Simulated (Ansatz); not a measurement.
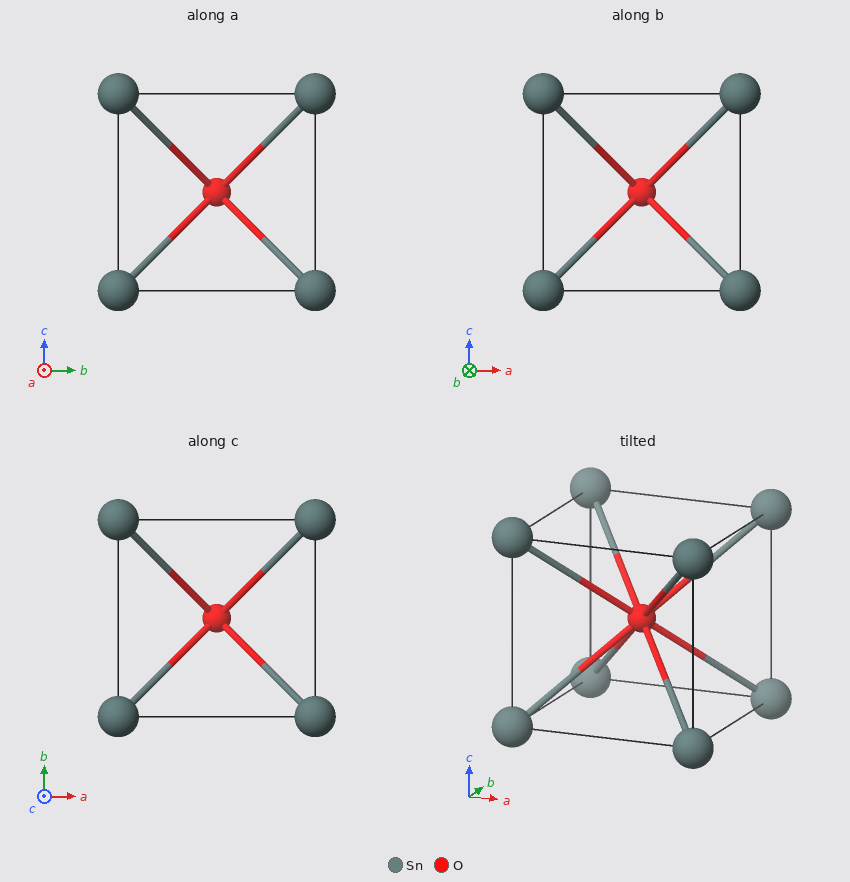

An orthographic ball-and-stick view of the structure, along the a axis, along the b axis, along the c axis and slightly off an axis. Lines trace the edges of the conventional unit cell.

Lattice parameters: a = 3.1034 Å, b = 3.1034 Å, c = 3.1034 Å, α = 90.000°, β = 90.000°, γ = 90.000°.

Question: Reconstruct the structure as a CIF in P1 with every atom of the cell.

Answer:
```cif
data_structure
_symmetry_space_group_name_H-M 'P 1'
_symmetry_Int_Tables_number 1
_cell_length_a 3.1034
_cell_length_b 3.1034
_cell_length_c 3.1034
_cell_angle_alpha 90.000
_cell_angle_beta 90.000
_cell_angle_gamma 90.000
_cell_volume 29.89
loop_
_atom_site_label
_atom_site_type_symbol
_atom_site_fract_x
_atom_site_fract_y
_atom_site_fract_z
_atom_site_occupancy
Sn1 Sn 0.0000 0.0000 0.0000 1
O1 O 0.5000 0.5000 0.5000 1
```

It derives from a structure type filled with these elements by a generator (whether the compound takes this form wasn't checked). Earlier steps of the study may have refined or changed the cell and positions. Ansatz was used for an electronic-structure calculation on it.
